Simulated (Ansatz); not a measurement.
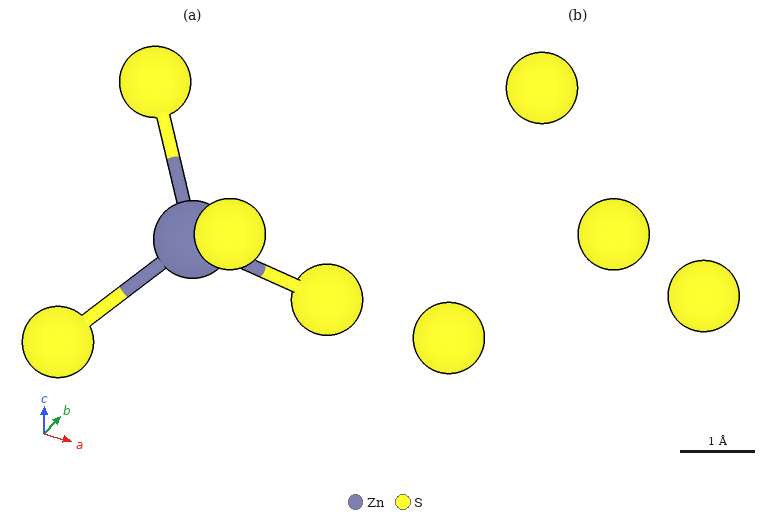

Left: perfect ZnS. Right: the same region with one point defect, after relaxing the atoms in a supercell of 64 sites. Style: ball-and-stick. Shown: the atoms within 3.3 Å of one point, from a free direction.

Level of theory: Ansatz, DFT, PBEsol, PAW, plane waves. Set-up: plane-wave cutoff 420 eV; k-point mesh 1 × 1 × 1; mesh shifted by (0.25, 0.25, 0.25); no spin polarisation. Fermi-Dirac smearing of 0.01 eV. A uniform background neutralises the charged cell. The axes drawn are those of the host's conventional cell.

What kind of defect was made?

A zinc atom is taken out (a vacancy).

The charge state of the cell is −2.

What does the relaxation do around it?

Around the empty Zn site the host had 4 S at 2.32 Å; after relaxation the nearest atoms are 4 S at 2.18 to 2.23 Å. Of the host's atoms, a sulfur atom moves furthest from its site, by 0.14 Å.

Limits of the set-up: the cell is charged, on a uniform background, and energies carry no finite-size correction.
